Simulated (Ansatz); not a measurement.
Structure of MgSe:

```cif
data_structure
_symmetry_space_group_name_H-M 'P 1'
_symmetry_Int_Tables_number 1
_cell_length_a 5.5096
_cell_length_b 5.5096
_cell_length_c 5.5096
_cell_angle_alpha 90.000
_cell_angle_beta 90.000
_cell_angle_gamma 90.000
_cell_volume 167.25
loop_
_atom_site_label
_atom_site_type_symbol
_atom_site_fract_x
_atom_site_fract_y
_atom_site_fract_z
_atom_site_occupancy
Mg1 Mg 0.00000 0.00000 0.00000 1
Se1 Se 0.50000 0.00000 0.00000 1
Mg2 Mg 0.00000 0.50000 0.50000 1
Se2 Se 0.50000 0.50000 0.50000 1
Mg3 Mg 0.50000 0.00000 0.50000 1
Se3 Se 0.00000 0.00000 0.50000 1
Mg4 Mg 0.50000 0.50000 0.00000 1
Se4 Se 0.00000 0.50000 0.00000 1
```

Basis of the simulation: coordinates from a relaxation with DFT PBE, scalar-relativistic, plane waves, PAW in Ansatz 0.2.0; the starting structure was generated, so it need not be a known form of this composition.

Which powder rings are expected with 200 kV electrons? List the innermost 4, leaving out those under 3 % of the strongest.

Answer.
```
ring     radius  d (Å)  hkl
   1  3.14 nm⁻¹   3.18  111
   2  3.63 nm⁻¹   2.75  200
   3  5.13 nm⁻¹  1.948  220
   4  6.02 nm⁻¹  1.661  311
```

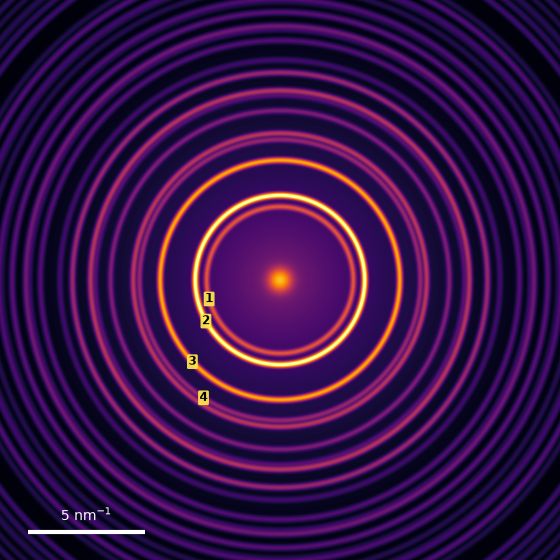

Simulated electron diffraction rings at 200 kV (λ = 0.0251 Å), scale in nm⁻¹ (radius = 1/d), for a fine-grained powder without texture. Kinematic intensities with B = 0.3 Å² for all atoms, without multiple scattering; brightness goes as intensity to the power 0.4, clipped at the top. Reflections closer than the ring width show as one ring. The numbers mark the rings of the table.
